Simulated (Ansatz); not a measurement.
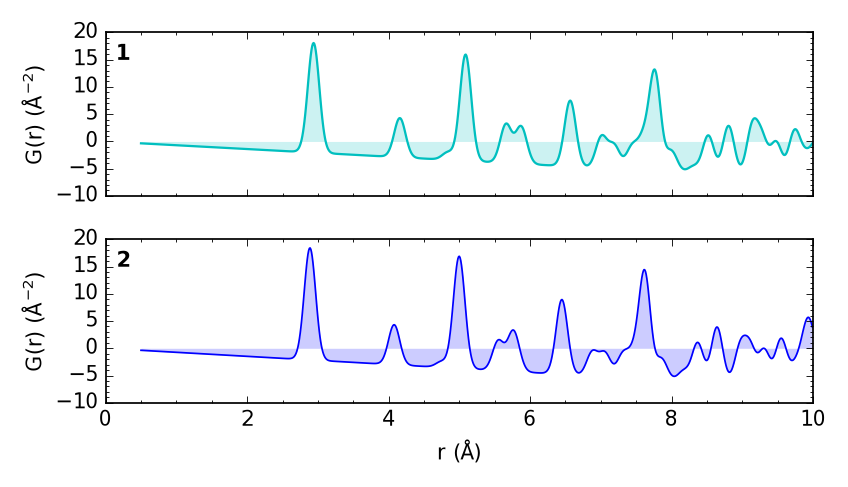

Each curve is a calculated X-ray PDF: distances of the static structure, each pair weighted by the product of the atomic numbers (X-ray weights at Q = 0), broadened by Gaussians with σ = 0.08 Å.

Candidate polymorphs:

A. 
```cif
data_structure
_symmetry_space_group_name_H-M 'P 1'
_symmetry_Int_Tables_number 1
_cell_length_a 2.8774
_cell_length_b 2.8774
_cell_length_c 9.4972
_cell_angle_alpha 90.000
_cell_angle_beta 90.000
_cell_angle_gamma 120.000
_cell_volume 68.10
loop_
_atom_site_label
_atom_site_type_symbol
_atom_site_fract_x
_atom_site_fract_y
_atom_site_fract_z
_atom_site_occupancy
Au1 Au 0.00000 0.00000 0.00000 1
Au2 Au 0.00000 0.00000 0.50000 1
Au3 Au 0.33333 0.66667 0.75000 1
Au4 Au 0.66667 0.33333 0.25000 1
```

B. 
```
Au
1.0
     2.93263    0.00000    0.00000
    -1.46632    2.53973    0.00000
     0.00000    0.00000   21.74137
Au
9
Direct
  0.00000 0.00000 0.00000
  0.33333 0.66667 0.88907
  0.00000 0.00000 0.77760
  0.66667 0.33333 0.33333
  0.00000 0.00000 0.22240
  0.66667 0.33333 0.11093
  0.33333 0.66667 0.66667
  0.66667 0.33333 0.55574
  0.33333 0.66667 0.44426
```

Origins: A, coordinates from a relaxation with DFT PBEsol, scalar-relativistic, plane waves, PAW in Ansatz; the starting structure was generated, so it need not be a known form of this composition; B, the geometry relaxed with Ansatz, DFT PBE, scalar-relativistic, plane waves, PAW; the starting structure was generated, so it need not be a known form of this composition.

Match each curve to its structure.

Answer. curve 1 is B (Au, first clear peaks at 2.94 Å (Au–Au) and 4.16 Å (Au–Au)); curve 2 is A (Au, first clear peaks at 2.89 Å (Au–Au) and 4.08 Å (Au–Au)).
